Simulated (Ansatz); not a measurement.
Pb (Fd-3m, No. 227): the end point of a relaxation with DFT PBEsol, scalar-relativistic, plane waves, PAW (Ansatz 0.2.0); the starting structure was generated, so it need not be a known form of this composition.

Space group Fd-3m:1 (No. 227). a = 6.910 Å, b = 6.910 Å, c = 6.910 Å, α = 90.00°, β = 90.00°, γ = 90.00°
```csv
atom,site,symmetry,x,y,z
Pb,8b,-43m,0.5000,0.0000,0.0000
```

What will a Z-contrast image along [001] show? Simulated incoherent Z contrast: every atom adds Z^1.7 spread by a probe of 1.30 Å full width; channelling and multiple scattering are left out. The probe carries 25 % of its weight in a tail 2.5 times as wide. Shot noise was added.

Answer. The columns repeat on a square net with a repeat of 2.44 Å (plane group p4mm). All columns are alike (Pb). The shortest distance between visible columns is 2.44 Å in projection. Along the beam the structure repeats every 6.91 Å.

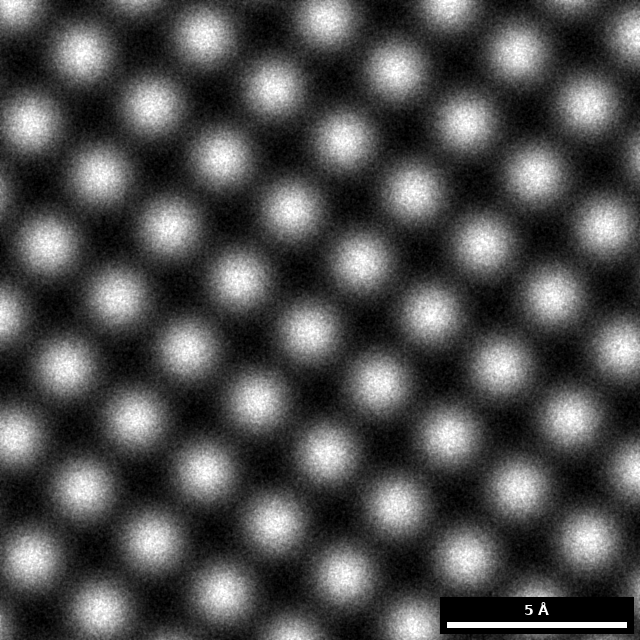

The simulated image.
